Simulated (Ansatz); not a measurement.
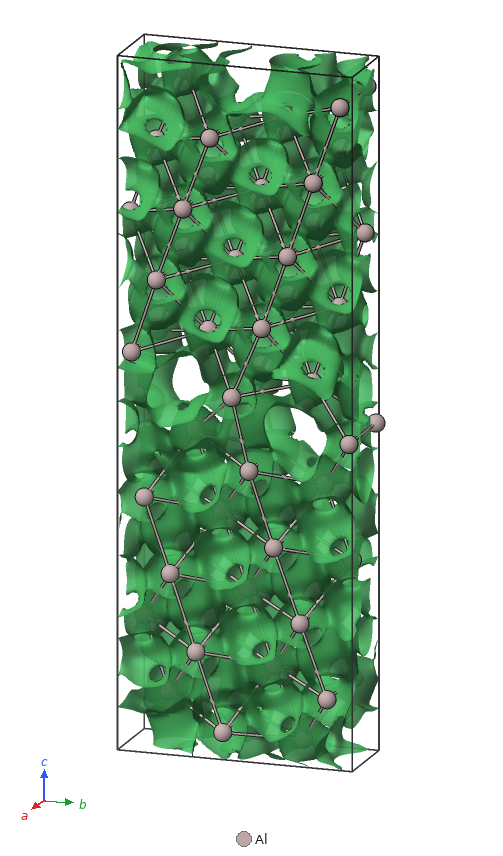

Figure. Al (interface cell). Isosurface of the ELF at 0.55 (green), seen slightly off an axis. Only the valence region is drawn (cores and ρ < 0.01 e/Å³ removed). Sticks mark near contacts.

Theory: DFT PBE, scalar-relativistic, plane waves, PAW in Ansatz.

```
Al
1.0
     2.85774    0.00000    0.00000
     0.00000    8.57322    0.00000
     0.00000    0.00000   24.93468
Al
36
Direct
  0.00000 0.44890 0.03903
  0.00000 0.89295 0.10042
  0.00000 0.22440 0.26081
  0.00000 0.66572 0.31184
  0.50000 0.16215 0.07503
  0.50000 0.60797 0.12615
  0.50000 0.38804 0.34243
  0.50000 0.82928 0.39345
  0.50000 0.73522 0.02281
  0.50000 0.05651 0.18203
  0.50000 0.49783 0.23306
  0.50000 0.94399 0.28787
  0.50000 0.27332 0.45485
  0.00000 0.33418 0.15144
  0.00000 0.77824 0.20600
  0.00000 0.11425 0.36772
  0.00000 0.56007 0.41885
  0.00000 0.98698 0.47108
  0.00000 0.94890 0.95486
  0.00000 0.39295 0.89347
  0.00000 0.72440 0.73308
  0.00000 0.16572 0.68205
  0.50000 0.66215 0.91886
  0.50000 0.10797 0.86774
  0.50000 0.88804 0.65146
  0.50000 0.32928 0.60044
  0.50000 0.23522 0.97108
  0.50000 0.55651 0.81186
  0.50000 0.99783 0.76083
  0.50000 0.44399 0.70602
  0.50000 0.77332 0.53904
  0.00000 0.83418 0.84245
  0.00000 0.27824 0.78789
  0.00000 0.61425 0.62617
  0.00000 0.06007 0.57504
  0.00000 0.48698 0.52281
```

> Describe the localisation domains.

The surface consists of one network that runs through the whole crystal, counted in one cell of 36 atoms. Regions shared between cells count once. There are no localised bonds or lone pairs at this value.

Values along the shortest contacts:
Al–Al (2.67 Å): the ELF peaks at about 0.85 between the atoms. Al–Al (2.76 Å): the ELF peaks at about 0.70 between the atoms.

> Does the calculation make it a metal, or give it a gap?

It is gapless in this calculation (a metal or semimetal).
